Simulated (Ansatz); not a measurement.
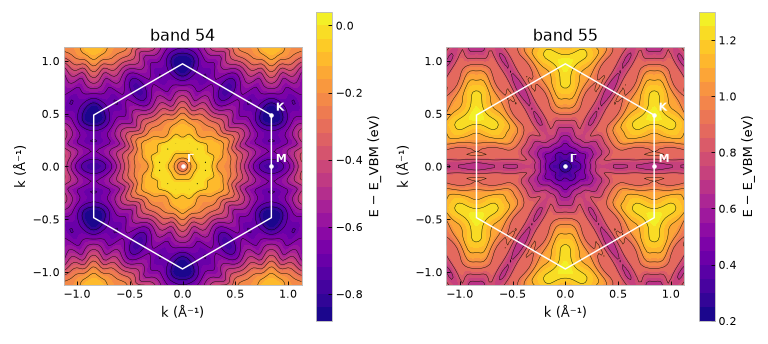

Two bands of a single layer of GeSb2Te4 (space group of the slab cell P3m1) over the plane of the sheet: the highest mostly filled and the lowest mostly empty one.

Method: Ansatz 0.2.0, DFT PBE, scalar-relativistic, plane waves, PAW; levels and slopes on a dense k mesh at the converged density. No spin polarisation. Mesh 54×54×1, interpolated with the band slopes. Cell and positions as given, without relaxation. The cell comes from a database of computed structures, not from a measurement.

Give both levels and their distance at the named points.

Answer.
```tsv
point	lower band (eV)	upper band (eV)	distance (eV)
Γ	−0.32	0.20	0.51
K	−0.85	1.28	2.12
M	−0.79	0.66	1.45
```

Where are the band edges of the whole zone?

Answer. The valence band has twelve equivalent maxima away from the named points and lines, principal masses 0.21 and 0.82 mₑ; the conduction band has one minimum at Γ, mass 0.093 mₑ in all directions. The gap is indirect, 0.20 eV at this level of theory (semilocal functionals give gaps that are too small, and can reorder valleys that lie close).

Spin-orbit coupling, left out here, can change the gap, its kind, the place of the band edges and the masses, since the compound holds Sb and Te.
